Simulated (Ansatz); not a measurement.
**Geometry relaxation, with input and output: In₁₅GaP₁₆ (part 3 of 3)**

The same run, continued: In₁₅GaP₁₆ (defect cell, 32 atoms in the cell); DFT PBE, scalar-relativistic, plane waves, PAW, no spin polarisation (Ansatz 0.2.0); cutoff 420 eV, 4×4×4 k-mesh, Gaussian smearing of 0.02 eV. The structure derives from a Materials Project entry. It belongs to a series of runs on one base structure; here: Ga on a In site (a), charge +0, atoms relaxed at the host's cell.

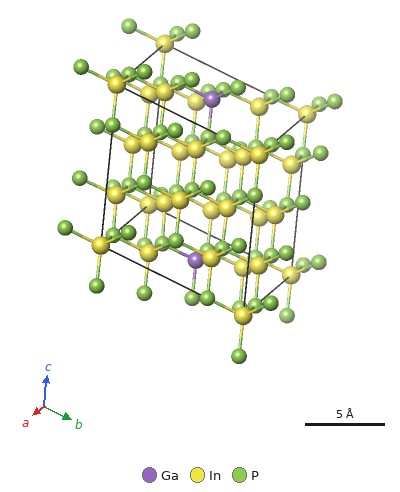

Figure 1. The geometry at step 3 of the log (ball-and-stick view of the cell of the calculation, seen slightly off an axis; bonded neighbours outside the cell are drawn too).

**Output, continued**
```
--- Relaxed structure (4 steps of the walk, 4 accepted, 0 SCFs on fresh bases) ---
  F+E_penalty+E_count = -99849.53102990 eV   max|allowed force component| = 2.262e-2 eV/Å
  atoms:
    - { symbol: Ga, position: [0.49999999999999994, 0.49999999999999994, 2.5582441819480317e-19] }
    - { symbol: In, position: [0.49999999999999994, 0.7482702915439395, 0.7527700128642936] }
    - { symbol: In, position: [0.49999999999999994, 3.3541423718875204e-19, 0.49999999999999994] }
    - { symbol: In, position: [0.7482702915439395, 0.2527700128642937, 0.0] }
    - { symbol: In, position: [0.49999999999999994, 0.2527700128642937, 0.2482702915439396] }
    - { symbol: In, position: [0.7482702915439395, 0.49999999999999994, 0.7527700128642936] }
    - { symbol: In, position: [0.7472299871357062, 0.7472299871357062, 0.49550027867964586] }
    - { symbol: In, position: [3.479212087449426e-19, 3.354142371887517e-19, 2.5582441819481054e-19] }
    - { symbol: In, position: [0.7472299871357062, -0.004499721320354089, 0.24722998713570626] }
    - { symbol: In, position: [0.004499721320354089, 0.25172970845606035, 0.7517297084560604] }
    - { symbol: In, position: [3.4792120874494266e-19, 0.49999999999999994, 0.49999999999999994] }
    - { symbol: In, position: [0.2527700128642937, 0.7482702915439395, 0.0] }
    - { symbol: In, position: [-0.004499721320354089, 0.7472299871357062, 0.24722998713570626] }
    - { symbol: In, position: [0.25172970845606035, 0.004499721320354089, 0.7517297084560604] }
    - { symbol: In, position: [0.25172970845606035, 0.25172970845606035, 0.504499721320354] }
    - { symbol: In, position: [0.2527700128642937, 0.49999999999999994, 0.2482702915439396] }
    - { symbol: P, position: [0.2639595988720286, 0.4999999999999999, 0.0] }
    - { symbol: P, position: [0.25078947750156566, 0.75243418165735, 0.7507894775015655] }
    - { symbol: P, position: [0.24756581834264993, -0.0016447041557843822, 0.49835529584421556] }
    - { symbol: P, position: [0.4999999999999999, 0.2639595988720286, 0.0] }
    - { symbol: P, position: [0.25078947750156566, 0.25078947750156566, 0.25243418165735004] }
    - { symbol: P, position: [0.4999999999999999, 0.4999999999999999, 0.7639595988720285] }
    - { symbol: P, position: [0.5, 0.7492105224984342, 0.5016447041557843] }
    - { symbol: P, position: [0.7492105224984342, 0.0016447041557843822, 0.0] }
    - { symbol: P, position: [0.5, 0.0016447041557843822, 0.2492105224984343] }
    - { symbol: P, position: [0.75243418165735, 0.25078947750156566, 0.7507894775015655] }
    - { symbol: P, position: [0.7492105224984342, 0.5, 0.5016447041557843] }
    - { symbol: P, position: [0.0016447041557843822, 0.7492105224984342, 0.0] }
    - { symbol: P, position: [0.7360404011279713, 0.7360404011279713, 0.23604040112797134] }
    - { symbol: P, position: [-0.0016447041557843822, -0.0016447041557843822, 0.7475658183426499] }
    - { symbol: P, position: [-0.0016447041557843822, 0.24756581834264993, 0.49835529584421556] }
    - { symbol: P, position: [0.0016447041557843822, 0.5, 0.2492105224984343] }
```

**Trajectory as extended XYZ (Å, eV, eV/Å), 3 of the 4 frames kept, from step=1 to step=4**
```
32
Lattice="-5.9598 5.9598 5.9598 5.9598 -5.9598 5.9598 5.9598 5.9598 -5.9598" Properties=species:S:1:pos:R:3:forces:R:3 step=1 energy=-99849.24188
Ga    0.0000    0.0000    5.9598    0.0000   0.0000   0.0000
In    5.9598    2.9799    2.9799    0.0193   0.0120  -0.0120
In    0.0000    5.9598    0.0000    0.0000   0.0000   0.0000
In   -2.9799    2.9799    5.9598    0.0120  -0.0120   0.0193
In    0.0000    2.9799    2.9799    0.0193  -0.0120   0.0120
In    2.9799    5.9598    2.9799    0.0120   0.0193  -0.0120
In    2.9799    2.9799    5.9598   -0.0120  -0.0120  -0.0193
In    0.0000    0.0000    0.0000    0.0000   0.0000   0.0000
In   -2.9799    5.9598    2.9799   -0.0120  -0.0193  -0.0120
In    5.9598    2.9799   -2.9799   -0.0193   0.0120   0.0120
In    5.9598    0.0000    0.0000    0.0000   0.0000   0.0000
In    2.9799   -2.9799    5.9598   -0.0120   0.0120   0.0193
In    5.9598   -2.9799    2.9799   -0.0193  -0.0120  -0.0120
In    2.9799    5.9598   -2.9799    0.0120  -0.0193   0.0120
In    2.9799    2.9799    0.0000    0.0120   0.0120  -0.0193
In    2.9799    0.0000    2.9799   -0.0120   0.0193   0.0120
P     1.4899   -1.4899    4.4698   -0.5271   0.5271   0.5271
P     7.4497    1.4899    1.4899    0.0068   0.0022   0.0068
P     1.4899    4.4698   -1.4899    0.0022  -0.0068  -0.0068
P    -1.4899    1.4899    4.4698    0.5271  -0.5271   0.5271
P     1.4899    1.4899    1.4899    0.0068   0.0068   0.0022
P     4.4698    4.4698    1.4899    0.5271   0.5271  -0.5271
P     4.4698    1.4899    4.4698   -0.0022   0.0068  -0.0068
P    -4.4698    4.4698    4.4698    0.0068  -0.0068  -0.0022
P    -1.4899    4.4698    1.4899   -0.0022  -0.0068   0.0068
P     1.4899    7.4497    1.4899    0.0022   0.0068   0.0068
P     1.4899    4.4698    4.4698    0.0068  -0.0022  -0.0068
P     4.4698   -4.4698    4.4698   -0.0068   0.0068  -0.0022
P     1.4899    1.4899    7.4497   -0.5271  -0.5271  -0.5271
P     4.4698    4.4698   -4.4698   -0.0068  -0.0068   0.0022
P     4.4698    1.4899   -1.4899   -0.0068   0.0022  -0.0068
P     4.4698   -1.4899    1.4899   -0.0068  -0.0022   0.0068
32
Lattice="-5.9598 5.9598 5.9598 5.9598 -5.9598 5.9598 5.9598 5.9598 -5.9598" Properties=species:S:1:pos:R:3:forces:R:3 step=3 energy=-99849.53103
Ga    0.0000    0.0000    5.9598    0.0000   0.0000   0.0000
In    5.9660    3.0067    2.9531   -0.0133   0.0049  -0.0049
In    0.0000    5.9598    0.0000    0.0000   0.0000   0.0000
In   -2.9531    2.9531    5.9660    0.0049  -0.0049  -0.0133
In    0.0062    2.9531    3.0067   -0.0133  -0.0049   0.0049
In    3.0067    5.9660    2.9531    0.0049  -0.0133  -0.0049
In    2.9531    2.9531    5.9536   -0.0049  -0.0049   0.0133
In    0.0000    0.0000    0.0000    0.0000   0.0000   0.0000
In   -3.0067    5.9536    2.9531   -0.0049   0.0133  -0.0049
In    5.9536    3.0067   -2.9531    0.0133   0.0049   0.0049
In    5.9598    0.0000    0.0000    0.0000   0.0000   0.0000
In    2.9531   -2.9531    5.9660   -0.0049   0.0049  -0.0133
In    5.9536   -3.0067    2.9531    0.0133  -0.0049  -0.0049
In    3.0067    5.9536   -2.9531    0.0049   0.0133   0.0049
In    3.0067    3.0067   -0.0062    0.0049   0.0049   0.0133
In    2.9531    0.0062    3.0067   -0.0049  -0.0133   0.0049
P     1.4068   -1.4068    4.5530    0.0046  -0.0046  -0.0046
P     7.4642    1.4849    1.5045   -0.0080  -0.0226  -0.0080
P     1.4849    4.4553   -1.5045   -0.0226   0.0080   0.0080
P    -1.4068    1.4068    4.5530   -0.0046   0.0046  -0.0046
P     1.5045    1.5045    1.4849   -0.0080  -0.0080  -0.0226
P     4.5530    4.5530    1.4068   -0.0046  -0.0046   0.0046
P     4.4749    1.5045    4.4553    0.0226  -0.0080   0.0080
P    -4.4553    4.4553    4.4749   -0.0080   0.0080   0.0226
P    -1.4849    4.4553    1.5045    0.0226   0.0080  -0.0080
P     1.4849    7.4642    1.5045   -0.0226  -0.0080  -0.0080
P     1.5045    4.4749    4.4553   -0.0080   0.0226   0.0080
P     4.4553   -4.4553    4.4749    0.0080  -0.0080   0.0226
P     1.4068    1.4068    7.3665    0.0046   0.0046   0.0046
P     4.4553    4.4553   -4.4749    0.0080   0.0080  -0.0226
P     4.4553    1.4849   -1.5045    0.0080  -0.0226   0.0080
P     4.4553   -1.4849    1.5045    0.0080   0.0226  -0.0080
32
Lattice="-5.9598 5.9598 5.9598 5.9598 -5.9598 5.9598 5.9598 5.9598 -5.9598" Properties=species:S:1:pos:R:3:forces:R:3 step=4 energy=-99849.53103
Ga    0.0000    0.0000    5.9598    0.0000   0.0000   0.0000
In    5.9660    3.0067    2.9531   -0.0132   0.0049  -0.0049
In    0.0000    5.9598    0.0000    0.0000   0.0000   0.0000
In   -2.9531    2.9531    5.9660    0.0049  -0.0049  -0.0132
In    0.0062    2.9531    3.0067   -0.0132  -0.0049   0.0049
In    3.0067    5.9660    2.9531    0.0049  -0.0132  -0.0049
In    2.9531    2.9531    5.9536   -0.0049  -0.0049   0.0132
In    0.0000    0.0000    0.0000    0.0000   0.0000   0.0000
In   -3.0067    5.9536    2.9531   -0.0049   0.0132  -0.0049
In    5.9536    3.0067   -2.9531    0.0132   0.0049   0.0049
In    5.9598    0.0000    0.0000    0.0000   0.0000   0.0000
In    2.9531   -2.9531    5.9660   -0.0049   0.0049  -0.0132
In    5.9536   -3.0067    2.9531    0.0132  -0.0049  -0.0049
In    3.0067    5.9536   -2.9531    0.0049   0.0132   0.0049
In    3.0067    3.0067   -0.0062    0.0049   0.0049   0.0132
In    2.9531    0.0062    3.0067   -0.0049  -0.0132   0.0049
P     1.4068   -1.4068    4.5530    0.0045  -0.0045  -0.0045
P     7.4642    1.4849    1.5045   -0.0080  -0.0226  -0.0080
P     1.4849    4.4553   -1.5045   -0.0226   0.0080   0.0080
P    -1.4068    1.4068    4.5530   -0.0045   0.0045  -0.0045
P     1.5045    1.5045    1.4849   -0.0080  -0.0080  -0.0226
P     4.5530    4.5530    1.4068   -0.0045  -0.0045   0.0045
P     4.4749    1.5045    4.4553    0.0226  -0.0080   0.0080
P    -4.4553    4.4553    4.4749   -0.0080   0.0080   0.0226
P    -1.4849    4.4553    1.5045    0.0226   0.0080  -0.0080
P     1.4849    7.4642    1.5045   -0.0226  -0.0080  -0.0080
P     1.5045    4.4749    4.4553   -0.0080   0.0226   0.0080
P     4.4553   -4.4553    4.4749    0.0080  -0.0080   0.0226
P     1.4068    1.4068    7.3665    0.0045   0.0045   0.0045
P     4.4553    4.4553   -4.4749    0.0080   0.0080  -0.0226
P     4.4553    1.4849   -1.5045    0.0080  -0.0226   0.0080
P     4.4553   -1.4849    1.5045    0.0080   0.0226  -0.0080
```

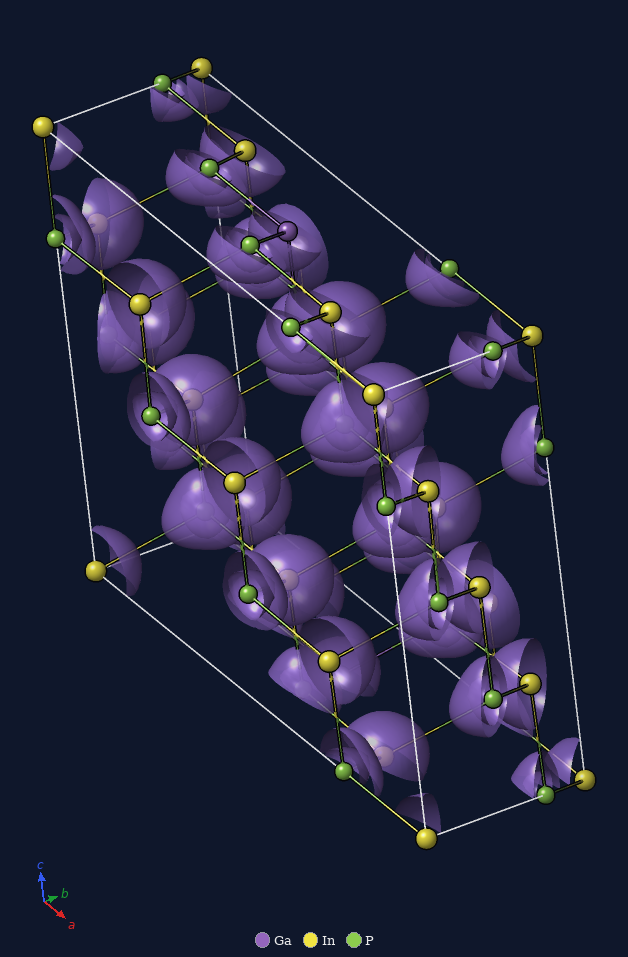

Figure 2. Isosurface of the valence charge density (pseudo) at 0.6 e/Å³ (purple), seen slightly off an axis. Sticks mark near contacts. The outline is the calculation cell. At this value the density breaks into separate islands; it holds about 60 % of the electrons treated as valence (semicore included). It is pinched off along the Ga–P (2.44 Å) and In–P (2.58 Å) contacts. On the grid the lowest density along these lines, outside the cores, is 0.46 e/Å³ (Ga–P, 2.44 Å) and 0.42 e/Å³ (In–P, 2.58 Å). In a PAW calculation such maps are meaningful between the atoms, not at the nuclei.

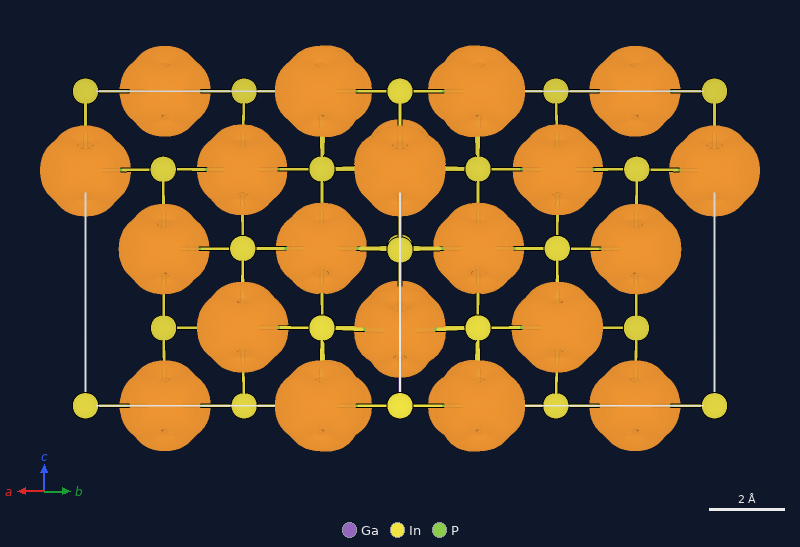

Figure 3. Isosurface of the electron localisation function at 0.75 (orange), seen along [110]. Only the valence region is drawn (cores and ρ < 0.01 e/Å³ removed). Sticks mark near contacts. The outline is the calculation cell. Values along the shortest contacts: Ga–P (2.44 Å): the ELF is about 0.75 at the midpoint. In–P (2.58 Å): the ELF is about 0.55 at the midpoint.

**Results in brief**

```csv
quantity,value
outcome,converged
electrons treated,288
free energy,−99849.5310 eV
Fermi energy,6.725 eV
gap on the k-point mesh,1.25 eV
final volume,846.74 Å³
largest force (length of the vector) at the end,0.025 eV/Å
wall time,3.3 min (CPU time 13 min)
peak memory,3 GiB
```
